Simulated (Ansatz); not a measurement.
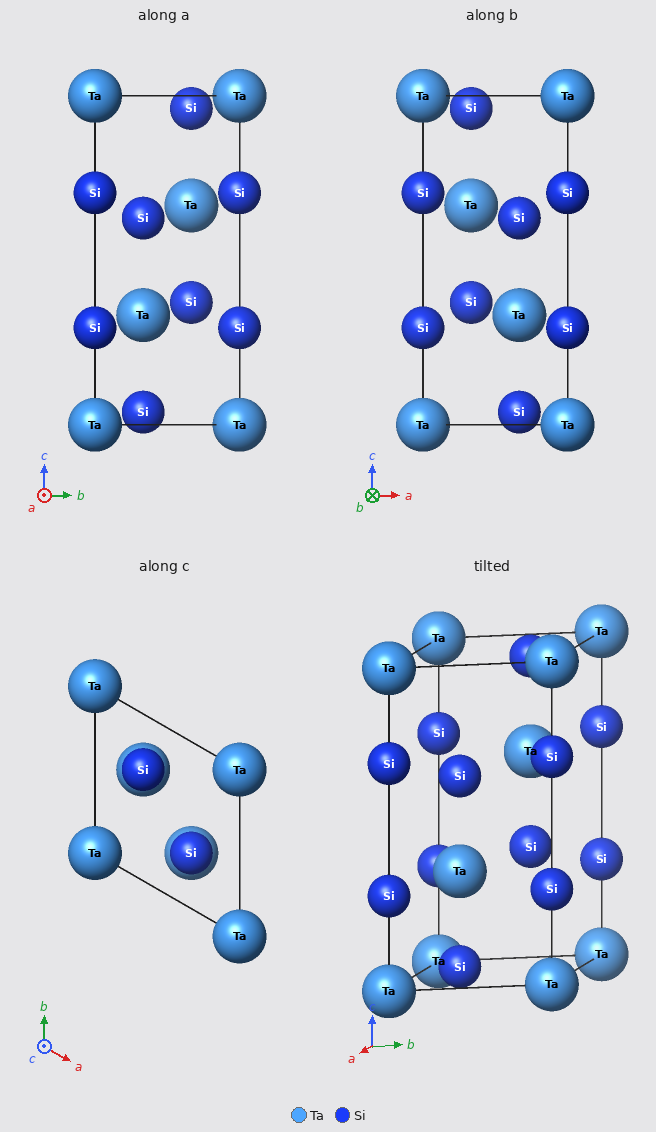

View along the a axis, along the b axis, along the c axis and slightly off an axis, drawn as a spheres-only model. Thin lines show the conventional unit cell, with boundary atoms drawn in all their periodic places.

Lattice parameters: a = 4.5279 Å, b = 4.5279 Å, c = 8.9227 Å, α = 90.000°, β = 90.000°, γ = 120.000°.

Transcribe the picture into a CIF in P1 with every atom of the cell, with free fractional coordinates to two decimals.

```cif
data_structure
_symmetry_space_group_name_H-M 'P 1'
_symmetry_Int_Tables_number 1
_cell_length_a 4.5279
_cell_length_b 4.5279
_cell_length_c 8.9227
_cell_angle_alpha 90.000
_cell_angle_beta 90.000
_cell_angle_gamma 120.000
_cell_volume 158.43
loop_
_atom_site_label
_atom_site_type_symbol
_atom_site_fract_x
_atom_site_fract_y
_atom_site_fract_z
_atom_site_occupancy
Ta1 Ta 0.3333 0.6667 0.6667 1
Si1 Si 0.3333 0.6667 0.37 1
Si2 Si 0.3333 0.6667 0.96 1
Ta2 Ta 0.00 0.00 0.00 1
Si3 Si 0.00 0.00 0.71 1
Si4 Si 0.00 0.00 0.29 1
Ta3 Ta 0.6667 0.3333 0.3333 1
Si5 Si 0.6667 0.3333 0.04 1
Si6 Si 0.6667 0.3333 0.63 1
```

The initial geometry was a random cell made by a generator, so it need not be a real form of the compound. The final geometry of a relaxation with Ansatz 0.2.0, DFT PBE, scalar-relativistic, plane waves, PAW is shown.
